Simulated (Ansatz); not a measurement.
## From Ru to Fe

System: Ru (P6₃/mmc, 6 atoms in the cell).
Method of run A: DFT PBEsol, scalar-relativistic, plane waves, PAW, no spin polarisation (Ansatz 0.2.0).
System of run B: Fe (P6₃/mmc, 6 atoms in the cell).

On run A: The structure derives from a Materials Project entry. On run B: The structure derives from a Materials Project entry. It belongs to a series of runs on one base structure; here: 6 of 6 Ru sites taken by Fe, cell and atoms relaxed. Text and figures count atoms from 1; the logs count them from 0 in places.

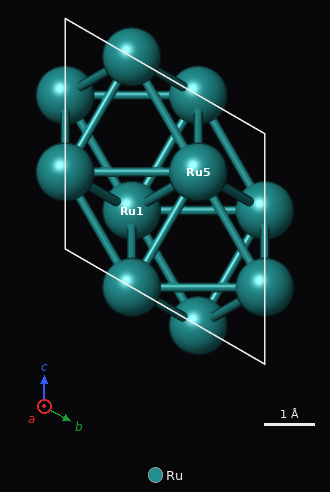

The input geometry (ball-and-stick view of the cell of the calculation, along the a axis; atoms are numbered from 1 in the order of the input). An atom can appear more than once, as a periodic image.

Input, run A:
```yaml
crystal:
  lattice:
    - [0.0, 0.0, 4.2519430486]
    - [4.0342218022, 2.3291590434, 0.0]
    - [-4.0342218021, 2.3291590435, 0.0]
  atoms:
    - { symbol: Ru, position: [0.25, 0.3333333333, 0.3333333333] }
    - { symbol: Ru, position: [0.25, 0.6666666667, 0.0] }
    - { symbol: Ru, position: [0.25, 0.0, 0.6666666667] }
    - { symbol: Ru, position: [0.75, 0.3333333333, 1.0] }
    - { symbol: Ru, position: [0.75, 0.6666666667, 0.6666666667] }
    - { symbol: Ru, position: [0.75, 0.0, 0.3333333333] }
basis:
  ecutwfc: 420
kpoints:
  mp_grid: { grid: [10, 12, 12] }
hamiltonian:
  xc: pbesol
scf:
  occupations: { method: gaussian, width: 0.1 }
output:
  forces: true
  stress: true
  eigenvalues: true
  write_density: true
  write_potential: true
  elf: true
  volumetric_format: npy
relax:
  adjacent_minimum: "off"
  f_tol: 0.015
  max_steps: 60
  cell: { stress_tol: 0.15 }
```

Launched with:
```bash
ansatz run input.yaml --threads 1 --pin off --max-ram 2560MiB --backend cpu --events-out ev --progress --plain --runs-dir out
```

Hardware: 1 thread of Intel Xeon @ 2.50GHz (Skylake/Cascade Lake), 192 GiB of memory available, shared host.

Output, shortened to warnings, some set-up lines, iterations and results (run A):
```
Basis set: ecut = 420 eV, 1605 PW (Γ), exchange–correlation on 60×64×64 points (8 copies of the dense FFT grid, shifted against one another)
Symmetry: 72 space group operations
k-points: 114 of 1440
Initial density: superposition of atomic densities (neutral atoms: chi_scale 0, normalization atom), corrected by the library's trained network
[...]
SCF iter   1: F=—  HF=-34899.045408 eV  |F-HF|=—  |Δ(HF+E_count)|=         —  Δρ=1.10e-2  dr2=6.05e-2  ethr=1.77e-3  ⟨swp⟩=5.3  Hψ=21532  notcnv=0
SCF iter   2: F=—  HF=-34899.035606 eV  |F-HF|=—  |Δ(HF+E_count)|=   9.80e-3  Δρ=5.32e-3  dr2=1.23e-2  ethr=6.30e-5  ⟨swp⟩=2.7  Hψ=12454  notcnv=0
SCF iter   3: F=—  HF=-34899.033648 eV  |F-HF|=—  |Δ(HF+E_count)|=   1.96e-3  Δρ=8.53e-4  dr2=1.84e-4  ethr=1.28e-5  ⟨swp⟩=2.1  Hψ=9809  notcnv=0
SCF iter   4: F=—  HF=-34899.033737 eV  |F-HF|=—  |Δ(HF+E_count)|=   8.92e-5  Δρ=7.50e-5  dr2=2.89e-6  ethr=1.91e-7  ⟨swp⟩=2.8  Hψ=11612  notcnv=0
SCF iter   5: F=—  HF=-34899.033655 eV  |F-HF|=—  |Δ(HF+E_count)|=   8.22e-5  Δρ=2.59e-5  dr2=4.98e-7  ethr=3.01e-9  ⟨swp⟩=2.2  Hψ=11099  notcnv=0
[... 23 lines ...]
SCF iter   5: F=-34899.033770 eV  HF=-34899.033770 eV  |F-HF|=7.28e-12  |Δ(HF+E_count)|=  7.28e-12  Δρ=2.05e-8  dr2=1.77e-13  ethr=1.00e-12  ⟨swp⟩=1.0  Hψ=6612  notcnv=0
SCF iter   6: F=-34899.033770 eV  HF=-34899.033770 eV  |F-HF|=0.00e0  |Δ(HF+E_count)|=  7.28e-12  Δρ=6.24e-9  dr2=2.09e-14  ethr=1.00e-12  ⟨swp⟩=1.0  Hψ=6612  notcnv=0
SCF iter   7: F=-34899.033770 eV  HF=-34899.033770 eV  |F-HF|=1.46e-11  |Δ(HF+E_count)|=    0.00e0  Δρ=2.12e-9  dr2=2.17e-15  ethr=1.00e-12  ⟨swp⟩=2.1  Hψ=19141  notcnv=0
SCF 4 converged in 7 iterations: F = -34899.033770 eV  dr2 = 2.17e-15
relax step   4: F+E_penalty+E_count = -34899.03376999 eV  Δ(F+E_penalty+E_count) = +2.925e-7 eV  max|allowed force component| = 8.401e-18 eV/Å  Δτ_max = 0.0000 Å  P = +0.001 …
basis re-selected at this cell: Δ(F+E_penalty+E_count) = +2.925e-7 eV, ΔP = +0.000 GPa vs the last step (what re-selecting the basis moved, of the pressure what is left beyond the Pulay correction that the steps carried, after the strain that the cell walked since its last selection, with what the …
SCF converged after 7 iterations
Free energy (F): -34899.033770 eV
Harris-Foulkes:  -34899.033770 eV  (|F-HF|=1.46e-11)
Internal energy: -34899.008607 eV  (E = F + TS)
E sigma→0 (E₀):  -34899.021188 eV
Entropy (-TS):   -0.025163 eV (-4.194 meV/atom)
Fermi energy:    23.946995 eV
--- Per-component energies (eV) ---
  E_band       = -282.736901
  E_kinetic    = 3088.451139
  E_local      = -7428.810837  (includes V_loc(G=0)·N_el)
  E_nonlocal   = 2067.925884
  E_hartree    = 2379.304456
  E_xc         = -1139.010660
  E_vxc        = -1434.976017  (∫ρ·V_xc dr)
  E_paw        = -20396.316333  (= ΣΔE_a)
  E_vpaw       = -1333.934663  (= ΣTr[D̂ρ^β])
  E_aug_tail   = -0.001315  (compensation charges beyond the density's cutoff)
  E_ewald      = -13472.070716
  E_core_change = 1.519776  (= ΣΔE_core)
  E_smearing   = -0.025163  (= −TS)
  E_closure    = 0.000000  (closes the sum)
  Σ components = -34899.033770   (vs F -34899.033770, Δ=0.00e0)
--- Forces (eV/Å), atoms counted from 1 ---
  atom   1  Ru    -0.00000000     0.00000000    -0.00000000
  atom   2  Ru    -0.00000000    -0.00000000    -0.00000000
  atom   3  Ru    -0.00000000     0.00000000    -0.00000000
  atom   4  Ru     0.00000000    -0.00000000     0.00000000
  atom   5  Ru     0.00000000    -0.00000000     0.00000000
  atom   6  Ru     0.00000000    -0.00000000     0.00000000
  max |Σ_I F_I| component: 7.71e-18 eV/Å
--- Stress (GPa, compression-positive) ---
        0.000962      -0.000000      -0.000000
        0.000000       0.000962       0.000000
        0.000000       0.000000       0.001458
  P = ⅓ Tr σ = 0.0011 GPa (0.011 kbar)
--- Relaxed structure (3 steps of the walk, 3 accepted, 1 SCFs on fresh bases) ---
  F+E_penalty+E_count = -34899.03376999 eV   max|allowed force component| = 8.401e-18 eV/Å   (the final SCF, on the basis selected at the relaxed cell)
  cell:  # Å, volume = 79.9165 Å³
    - [2.112483365939792e-35, -2.4028486002117682e-20, 4.248754199499664]
    - [4.0360152834804905, 2.330194510279796, -1.3162491790414081e-20]
[...]
```

For run B the input was changed thus:
```diff
-    - [0.0, 0.0, 4.2519430486]
-    - [4.0342218022, 2.3291590434, 0.0]
-    - [-4.0342218021, 2.3291590435, 0.0]
+    - [0.0, 0.0, 3.8416629235]
+    - [3.6433547095, 2.1034918223, 0.0]
+    - [-3.6433547095, 2.1034918223, 0.0]
-    - { symbol: Ru, position: [0.25, 0.3333333333, 0.3333333333] }
-    - { symbol: Ru, position: [0.25, 0.6666666667, 0.0] }
-    - { symbol: Ru, position: [0.25, 0.0, 0.6666666667] }
-    - { symbol: Ru, position: [0.75, 0.3333333333, 1.0] }
-    - { symbol: Ru, position: [0.75, 0.6666666667, 0.6666666667] }
-    - { symbol: Ru, position: [0.75, 0.0, 0.3333333333] }
+    - { symbol: Fe, position: [0.25, 0.3333333333, 0.3333333333], spin: 4.0 }
+    - { symbol: Fe, position: [0.25, 0.6666666667, 0.0], spin: 4.0 }
+    - { symbol: Fe, position: [0.25, 0.0, 0.6666666667], spin: 4.0 }
+    - { symbol: Fe, position: [0.75, 0.3333333333, 1.0], spin: 4.0 }
+    - { symbol: Fe, position: [0.75, 0.6666666667, 0.6666666667], spin: 4.0 }
+    - { symbol: Fe, position: [0.75, 0.0, 0.3333333333], spin: 4.0 }
+  populations: true
+magnetization:
+  spin_polarized: true
```

What does this change do to the results?

The total energies belong to different systems, so their difference says nothing on which is more stable or more accurate. The volume per atom goes from 13.32 to 9.81 Å³. With spin allowed, the absolute moment of the cell comes to 0.00 μB. The SCF takes 17 iterations over all geometry steps against 25. On the same kind of shared host run B took about 1.7 times as long. The two runs start from different initial densities, which also moves the count.

Output, shortened to warnings, some set-up lines, iterations and results (run B):
```
WARN: the starting moments were not kept: the SCF closed with an absolute magnetisation of 1.7e-6 μB, where they sum to 24 μB in size (6 sites). That is at most 0.1 of that sum. Measured as dr2_m measures the in/out step, that magnetisation stands 9.5e-13 eV from none, at or under the dr2_threshold of 1.0e-7 eV: it is no larger than a step whose dr2_m would equal this threshold. The system may …
Basis set: ecut = 420 eV, 1171 PW (Γ), exchange–correlation on 54×60×60 points (8 copies of the dense FFT grid, shifted against one another)
Symmetry: 72 space group operations
k-points: 114 of 1440
Initial density: superposition of atomic densities (chi_scale 0.1, normalization cell)
[...]
SCF iter   1: F=—  HF=-26683.085343 eV  |F-HF|=—  |Δ(HF+E_count)|=         —  Δρ=1.58e-1 (↑1.58e-1 ↓5.89e-2)  dr2=9.04e0  dr2_m=4.53e0  M=17.416 μB ∫|m|=17.613 μB  β_m=0.30  …
SCF iter   2: F=—  HF=-26682.298663 eV  |F-HF|=—  |Δ(HF+E_count)|=   7.87e-1  Δρ=9.00e-2 (↑9.00e-2 ↓5.15e-2)  dr2=1.41e0  dr2_m=2.45e0  M=17.027 μB ∫|m|=17.253 μB  β_m=0.48  …
SCF iter   3: F=—  HF=-26687.578694 eV  |F-HF|=—  |Δ(HF+E_count)|=    5.28e0  Δρ=4.52e-2 (↑4.34e-2 ↓4.52e-2)  dr2=1.69e-2  dr2_m=1.05e0  M=15.701 μB ∫|m|=16.001 μB  β_m=0.74  …
SCF iter   4: F=—  HF=-26702.160631 eV  |F-HF|=—  |Δ(HF+E_count)|=         —  Δρ=3.48e-1 (↑3.48e-1 ↓3.09e-1)  dr2=5.81e-1  dr2_m=5.82e1  M=0.778 μB ∫|m|=1.220 μB  β_m=1.00  …
SCF iter   5: F=—  HF=-26693.794499 eV  |F-HF|=—  |Δ(HF+E_count)|=    8.37e0  Δρ=4.52e-2 (↑1.40e-2 ↓4.52e-2)  dr2=1.10e0  dr2_m=1.36e-1  M=0.479 μB ∫|m|=0.600 μB  β_m=0.74  …
[... 11 lines ...]
SCF iter   1: F=—  HF=-26693.273927 eV  |F-HF|=—  |Δ(HF+E_count)|=         —  Δρ=2.40e-7 (↑2.40e-7 ↓1.94e-7)  dr2=5.33e-11  dr2_m=5.15e-13  M=-0.000 μB ∫|m|=0.000 μB  …
SCF iter   2: F=—  HF=-26693.273924 eV  |F-HF|=—  |Δ(HF+E_count)|=   3.03e-6  Δρ=4.51e-7 (↑3.91e-7 ↓4.51e-7)  dr2=2.29e-10  dr2_m=5.50e-13  M=-0.000 μB ∫|m|=0.000 μB  …
SCF iter   3: F=-26693.273924 eV  HF=-26693.273924 eV  |F-HF|=5.46e-11  |Δ(HF+E_count)|=  5.82e-11  Δρ=2.12e-7 (↑1.84e-7 ↓2.12e-7)  dr2=5.16e-11  dr2_m=1.36e-13  M=-0.000 μB …
SCF 2 converged in 3 iterations: F = -26693.273924 eV  dr2 = 5.16e-11
relax step   2: F+E_penalty+E_count = -26693.27392399 eV  Δ(F+E_penalty+E_count) = +3.274e-11 eV  max|allowed force component| = 5.140e-17 eV/Å  Δτ_max = 0.0000 Å  P = -0.037 …
basis re-selected at this cell: Δ(F+E_penalty+E_count) = +3.274e-11 eV, ΔP = -0.000 GPa vs the last step (what re-selecting the basis moved, of the pressure what is left beyond the Pulay correction that the steps carried, after the strain that the cell walked since its last selection, with what the …
SCF converged after 3 iterations
Magnetization: -0.0000 μB (48.0000 up, 48.0000 down)
Absolute magnetization: 0.0000 μB (∫|ρ↑−ρ↓|, with the PAW one-centre terms)
Spin contamination: 0.0000 ħ² per cell (⟨S²⟩ above its minimum at these occupations)
Per-site moments (μB) at R_I (Å): [(-2.065626510408526e-7, 0.9810319346886358), (-2.0656265082422812e-7, 0.9810319346886358), (-2.0656265125335917e-7, 0.9810319346886358), (-2.065626507349903e-7, 0.9810319346886358), (-2.0656265092996046e-7, 0.9810319346886358), (-2.065626513189584e-7, …
Free energy (F): -26693.273924 eV
Harris-Foulkes:  -26693.273924 eV  (|F-HF|=5.46e-11)
Internal energy: -26693.238096 eV  (E = F + TS)
E sigma→0 (E₀):  -26693.256010 eV
Entropy (-TS):   -0.035828 eV (-5.971 meV/atom)
Fermi energy:    21.891696 eV
--- Per-component energies (eV) ---
  E_band       = -982.100663
  E_kinetic    = 2141.155574
  E_local      = -11269.015326  (includes V_loc(G=0)·N_el)
  E_nonlocal   = 1283.897761
  E_hartree    = 4773.578163
  E_xc         = -716.225070
  E_vxc        = -926.629257  (∫ρ·V_xc dr)
  E_paw        = -7991.591137  (= ΣΔE_a)
  E_vpaw       = -1758.672228  (= ΣTr[D̂ρ^β])
  E_aug_tail   = 0.005486  (compensation charges beyond the density's cutoff)
  E_ewald      = -14916.118757
  E_core_change = 1.075210  (= ΣΔE_core)
  E_smearing   = -0.035828  (= −TS)
  E_closure    = 0.000000  (closes the sum)
  Σ components = -26693.273924   (vs F -26693.273924, Δ=0.00e0)
--- Forces (eV/Å), atoms counted from 1 ---
  atom   1  Fe    -0.00000000    -0.00000000    -0.00000000
  atom   2  Fe    -0.00000000    -0.00000000    -0.00000000
  atom   3  Fe    -0.00000000    -0.00000000    -0.00000000
  atom   4  Fe     0.00000000     0.00000000    -0.00000000
  atom   5  Fe     0.00000000     0.00000000     0.00000000
  atom   6  Fe     0.00000000     0.00000000    -0.00000000
  max |Σ_I F_I| component: 2.62e-17 eV/Å
--- Stress (GPa, compression-positive) ---
       -0.040836      -0.000000       0.000000
       -0.000000      -0.040836      -0.000000
[...]
```

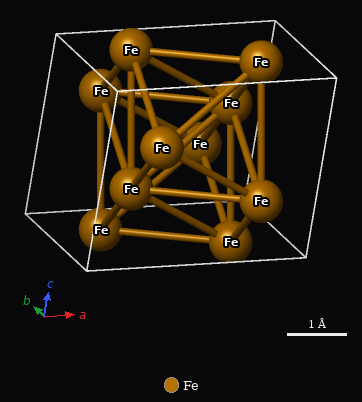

The input structure of run B (ball-and-stick view of the cell of the calculation, seen slightly off an axis). An atom can appear more than once, as a periodic image.

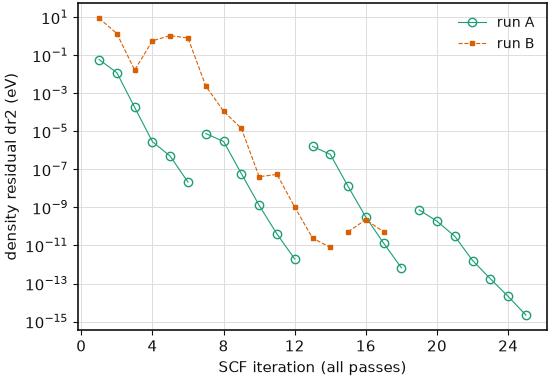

Convergence of the two runs: density residual dr2 against the SCF iteration. A break in a curve parts two SCF passes. Run A takes 25 iterations in all, and run B takes 17.

The two runs side by side:

| quantity | run A | run B |
| --- | --- | --- |
| outcome | converged | converged |
| free energy per atom (eV) | −5816.5056 | −4448.8790 |
| energy per atom, smearing taken to zero (eV) | −5816.5035 | −4448.8760 |
| gap on the mesh (eV) | 0.00 | 0.00 |
| pressure (GPa) | 0.00 | −0.04 |
| volume per atom (Å³) | 13.32 | 9.81 |
| largest force (eV/Å) | 0.000 | 0.000 |
| SCF iterations | 25 | 17 |
| irreducible k-points | 114 | 114 |
| net moment of the cell (μB) | – | 0.00 |
| absolute moment of the cell (μB) | – | 0.00 |
| wall time (shared host) | 2.2 min | 3.6 min |

For run B: Warnings: some starting moments were not kept.
